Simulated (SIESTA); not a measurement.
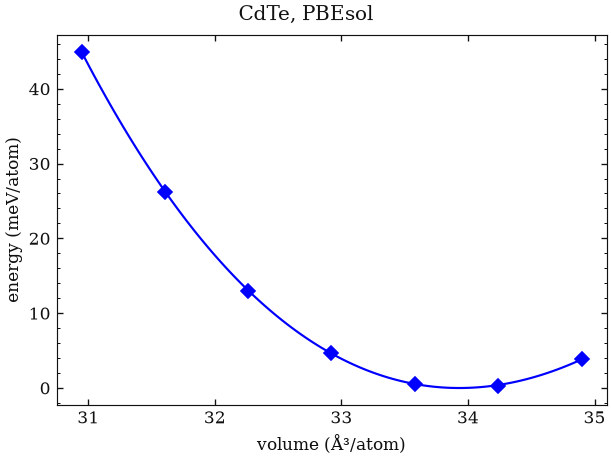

The figure shows the energy against volume for CdTe, space group F-43m (No. 216).

The given structure:
```xyz
2
Lattice="0.0000 3.2050 3.2050 3.2050 0.0000 3.2050 3.2050 3.2050 0.0000" Properties=species:S:1:pos:R:3 pbc="T T T"
Te    4.8075    4.8075    4.8075
Cd    0.0000    0.0000    0.0000
```

Calculation (SIESTA 5.4.2): DFT in numerical atomic orbitals with pseudopotentials, no spin polarisation; energies at scaled volumes of the given cell, shape and fractions fixed, counted from the fit's minimum, third-order Birch-Murnaghan fit. Level: PBEsol.

- k mesh: 7×7×7
- occupations: Fermi–Dirac
- smearing width: 0.05 eV
- potentials: PseudoDojo 0.4 standard, converted to PSML, two zetas on semicore shells
- program settings: basis DZP, mesh cutoff 800 Ry

> What equilibrium volume and bulk modulus follow from the curve?

A third-order Birch–Murnaghan fit gives V0 = 33.93 Å³/atom, B0 = 46.7 GPa and B′ = 4.3.

Caveats: mulliken charges of long orbitals.
